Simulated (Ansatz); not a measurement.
System WSe2 (space group P-3m1, No. 164); source of the atomic positions: the geometry relaxed with DFT, PBEsol, plane waves, PAW (Ansatz 0.2.0); the starting structure was generated, so it need not be a known form of this composition.

```cif
data_structure
_symmetry_space_group_name_H-M 'P-3m1'
_symmetry_Int_Tables_number 164
_cell_length_a 3.2404
_cell_length_b 3.2404
_cell_length_c 6.8351
_cell_angle_alpha 90.000
_cell_angle_beta 90.000
_cell_angle_gamma 120.000
_cell_volume 62.15
loop_
_atom_site_label
_atom_site_type_symbol
_atom_site_symmetry_multiplicity
_atom_site_Wyckoff_symbol
_atom_site_fract_x
_atom_site_fract_y
_atom_site_fract_z
_atom_site_occupancy
W1 W 1 a 0.00000 0.00000 0.00000 1
Se1 Se 2 d 0.33333 0.66667 0.25152 1
```

Describe the stacking along c, with columns A (0, 0), B (1/3, 2/3), C (2/3, 1/3) of the hexagonal mesh.

W(A) – Se(B) – Se(C) (three layers in 6.84 Å).

Se layers alone: BC, the hexagonal type.

W: one octahedral site (per hexagonal cell). One of the two gaps between Se layers is empty, 3.40 Å wide.

Polytype symbol 1T, the symbol of a layered MX2 polytype (number of slabs in the repeat and lattice).

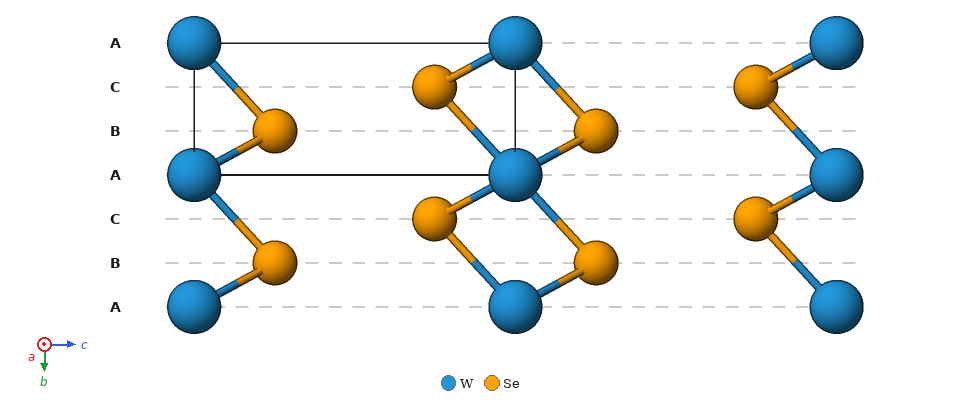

Projection along an edge of the hexagonal mesh, stacking direction c to the right. The dashed lines mark the three columns A (0, 0), B (1/3, 2/3) and C (2/3, 1/3). The sequence starts with the first layer at or above the cell's origin.
